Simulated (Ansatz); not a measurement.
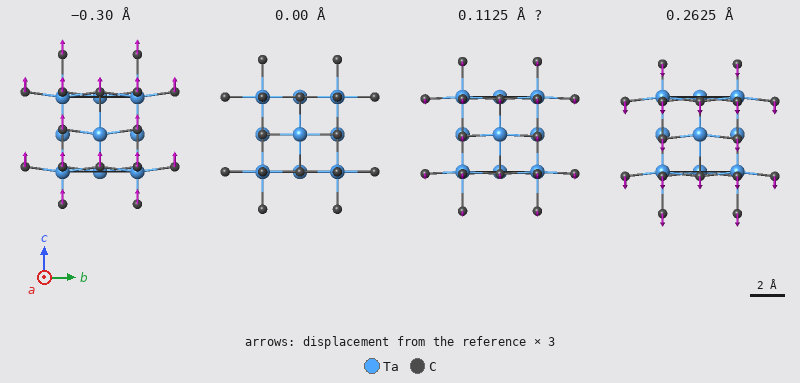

A crystal of Ta4C3 (Pm-3m): the whole C sublattice is shifted rigidly, towards the nearest copy of atom 2 (Ta) at 2.212 Å, all else fixed. The picture is a ball-and-stick view of the cell of the calculation, seen along the a axis. Purple arrows: displacements from the reference.

Method: Ansatz 0.2.0, DFT r2SCAN, scalar-relativistic, plane waves, PAW. Settings: plane-wave cutoff 500 eV; k-point mesh 10 × 10 × 10; occupations gaussian; smearing width 0.15 eV; no spin polarisation. Energies (free energies at the smearing named) are counted from the relaxed crystal.

| displacement (Å) | ΔE (meV/cell) |
| --- | --- |
| −0.3000 | 1891 |
| −0.1500 | 443 |
| 0.0000 | 0 |
| 0.0375 | 27 |
| 0.0750 | 109 |
| 0.1125 | ? |
| 0.1875 | 700 |
| 0.2250 | 1021 |
| 0.2625 | 1415 |

> Estimate the missing energy from the other rows, and compare with the calculation.

A straight line between the two neighbours gives 306 meV/cell. A cubic through the four nearest rows (0.0375, 0.0750, 0.1875, 0.2250) gives, with Lagrange weights, (−0.3000)(27) + (1.0000)(109) + (0.5000)(700) + (−0.2000)(1021) = 247 meV/cell. The calculation gives 247 meV/cell, so the cubic is right to the digits shown and the straight line 59 meV/cell too high, as the curve bends upwards here.

The whole profile:

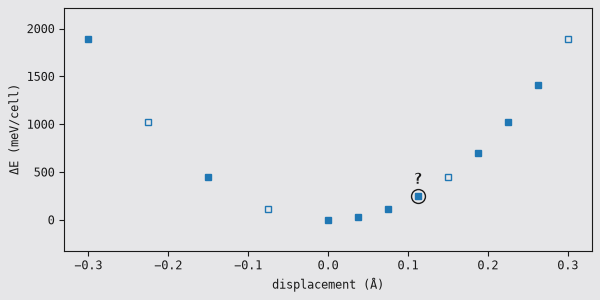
